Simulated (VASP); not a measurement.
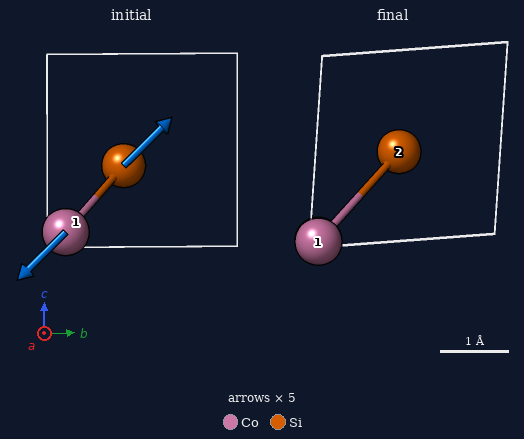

The structure of solid CoSi (set up in P1) before (left) and after (right) a relaxation, at one scale. The blue arrows give the displacements (the part carried along by the change of the cell is left out), magnified 5 times.

Style: ball-and-stick. Shown: the cell of the calculation, reduced to other axes, along the a axis. Lengths and directions refer to the drawn axes.

The run lets cell and atoms move.

The calculation used Kohn-Sham DFT of a periodic cell, PBE, VASP PAW PBE potentials, recommended in VASP.

The input:
```
ALGO = Fast ; EDIFF = 1E-6
EDIFFG = -0.005 ; ENCUT = 600
GGA = PE ; IBRION = 2
ISIF = 3 ; ISMEAR = 0
ISPIN = 2 ; LASPH = True
LCHARG = False ; LMAXMIX = 4
LORBIT = 11 ; LREAL = False
LWAVE = False ; MAGMOM = 2 0
NELM = 120 ; NSW = 40
PREC = Accurate ; SIGMA = 0.05
```

Launched with:
```bash
cat potpaw_PBE.64/Co/POTCAR potpaw_PBE.64/Si/POTCAR > POTCAR
mpirun -np 1 vasp_std > vasp.out
```

Question: Summarise the run.

Answer: The run was cut off at its time limit before the relaxation converged, so the last structure is only a point on the way. The largest moves relative to the cell, 0.21 Å, are those of Co1 and Si2. Co1 goes along [1 −3 −3]. By element the largest moves are Co 0.21 Å, Si 0.21 Å. Cell: a 2.743 → 2.839 Å (+3.5 %), b 2.832 → 2.767 Å (−2.3 %), c 2.873 → 2.861 Å (−0.4 %), α 89.6° → 81.8°, β 88.4° → 88.9°, γ 89.0° → 88.9°. Volume −0.3 %. Among the contacts that change: Co1–Si2 1.847 → 2.290 Å, Co1–Si2 (another image) 1.949 → 2.284 Å, Co1–Si2 (another image) 3.036 → 2.787 Å, Co1–Si2 (another image) 2.600 → 2.355 Å. Among the angles between lasting bonds that change: Co1–Si2–Co1 147.1° → 163.5°, Si2–Co1–Si2 147.1° → 163.5°, Si2–Co1–Si2 92.5° → 76.7°. The space group stays P1 (No. 1). Over 8 geometry steps the energy falls by 1.929 eV per cell of the calculation. The largest force component goes from 6.1 to 0.63 eV/Å. Pressure: 44.43 GPa at the start and 2.67 GPa at the end.
